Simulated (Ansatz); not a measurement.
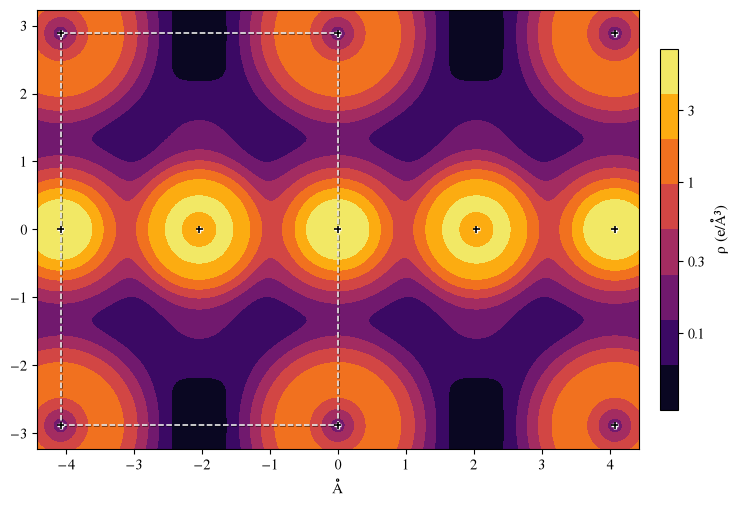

The valence pseudo-density on a plane through atoms (crosses mark nuclei in the plane).

The calculation used DFT, HSE06, plane waves, PAW in Ansatz.

Candidates:
A. SrTiO$_{3}$, a = 3.98 Å, b = 3.98 Å, c = 3.98 Å, α = 90.00°, β = 90.00°, γ = 90.00°. Space group Pm-3m; started from the cubic perovskite prototype, which need not be the ambient phase; changed on purpose from its base cell (hydrostatic strain +2.0%); computed pressure about −11 GPa in this cell; computed without spin polarisation.
B. BaZrO$_{3}$, a = 4.08 Å, b = 4.08 Å, c = 4.08 Å, α = 90.00°, β = 90.00°, γ = 90.00°. Space group Pm-3m; started from the cubic perovskite prototype, which need not be the ambient phase; changed on purpose from its base cell (hydrostatic strain -3.0%); computed pressure about 16 GPa in this cell.

### Which system is this?

Candidate B: BaZrO$_{3}$ on the (101̄) plane of the conventional cell, which holds Ba, Zr and O. Zr–O (2.04 Å): the density is about 0.77 e/Å³ at the midpoint. Ba–O (2.88 Å): ρ at the midpoint is about 0.17 e/Å³.
